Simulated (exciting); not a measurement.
Two BSE runs for the I L₃ edge of KI, space group Fm-3m. Run A: exciting, all-electron LAPW+lo, PBE, exchange and screened direct term (singlet BSE), 3×3×3 shifted k points, 36 conduction bands, |G+q| up to 3 bohr⁻¹ (2 in the exchange term), full RPA screening with nempty = 64, Lorentzian half width 1.54 eV. Run B has a fault in its input.

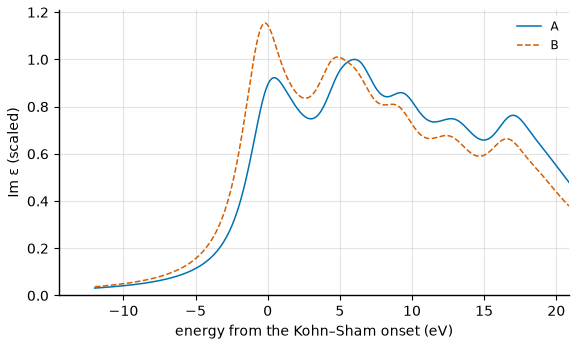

Energy from the Kohn–Sham onset, core level to the lowest empty state found on the meshes used; one zero for both, scaled to A's maximum.

**Question.** What most likely went wrong in run B?

Far too few empty states in the screening (empty states in the screening from 64 to 3). Against run A the r.m.s. difference is 17 %. The highest maximum lies at -0.2 eV (1.15), against 6.1 eV (1.00). The first bright state moves from -1.08 to -1.59 eV. Too few states underscreen, so the attraction is too strong. Other settings could leave a like mark; this is the change that was made.

[Hosts, paths, dates, database ids (printed as entryN), source tags and the programs' standing remarks are cut or masked in the printed files.]
